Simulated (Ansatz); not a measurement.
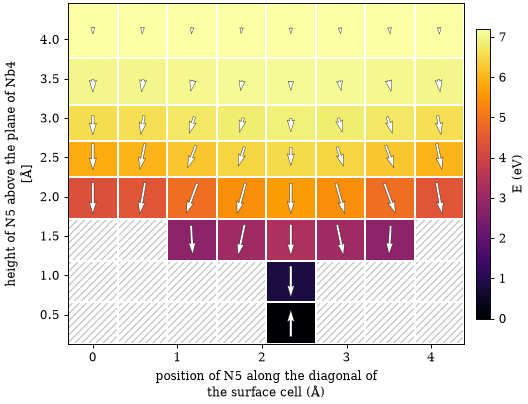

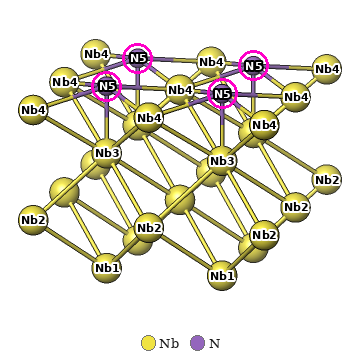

Energy landscape of N on a Nb(100) slab cut from the Im-3m phase, its upper half relaxed before the scan (4 atoms of substrate and one adsorbate in a 1 × 1 cell). 
- N is moved along a line over the surface and along the normal, above a rigid substrate.
- Coordinates scanned: (1) position of N5 along the diagonal of the surface cell, from above Nb4; (2) height of N5 above the plane of Nb4.
- Grid: 8 × 8 points; 30 points were computed and 17 follow by symmetry. At 17 points there is no value (left out of the scan, as a rule where atoms come close).
- Points are written as (first, second).
- All energies are given in eV relative to the lowest grid point.
- Energies and slopes of some neighbouring points disagree (a jump in structure or state, or too coarse a mesh).
- Theory: DFT PBE, scalar-relativistic, plane waves, PAW in Ansatz. Settings: cutoff 420 eV, k-mesh 8×8×1, gaussian smearing 0.1 eV, spin-polarised.

In the figure: one coloured cell a grid point, arrows along the force (downhill), their lengths compressed, hatched blanks where no value was computed. The second picture is the structure at the lowest point; rings mark the moved atoms.

**What does the map say about the system?**

The lowest grid point is at (2.34 Å, 0.39 Å) [nearest 1 Nb at 1.92 Å]. It lies on the edge of the grid, but the force there points inwards, so the minimum lies inside the range. The highest grid point, (2.34 Å, 4.11 Å), lies 7.2 eV above the lowest.

Grid values (eV):

| second ↓, first → | 0.00 | 0.59 | 1.17 | 1.76 | 2.34 | 2.93 | 3.51 | 4.10 |
| --- | --- | --- | --- | --- | --- | --- | --- | --- |
| 4.11 | 7.2 | 7.2 | 7.2 | 7.2 | 7.2 | 7.2 | 7.2 | 7.2 |
| 3.41 | 7.0 | 7.0 | 7.0 | 7.1 | 7.1 | 7.1 | 7.0 | 7.0 |
| 2.91 | 6.6 | 6.6 | 6.7 | 6.8 | 6.9 | 6.8 | 6.7 | 6.6 |
| 2.51 | 5.9 | 6.0 | 6.2 | 6.5 | 6.6 | 6.5 | 6.2 | 6.0 |
| 1.98 | 4.3 | 4.4 | 4.9 | 5.4 | 5.6 | 5.4 | 4.9 | 4.4 |
| 1.45 | – | – | 2.8 | 3.1 | 3.4 | 3.1 | 2.8 | – |
| 0.92 | – | – | – | – | 0.8 | – | – | – |
| 0.39 | – | – | – | – | 0.0 | – | – | – |

Each point was launched as `ansatz run input.yaml --threads 1 --pin off --max-ram 3072MiB --backend cpu --events-out ev --progress --plain --runs-dir out`. Time for the 30 points that were run: 44 min on 1 thread of Arm Neoverse V1, on a shared host.
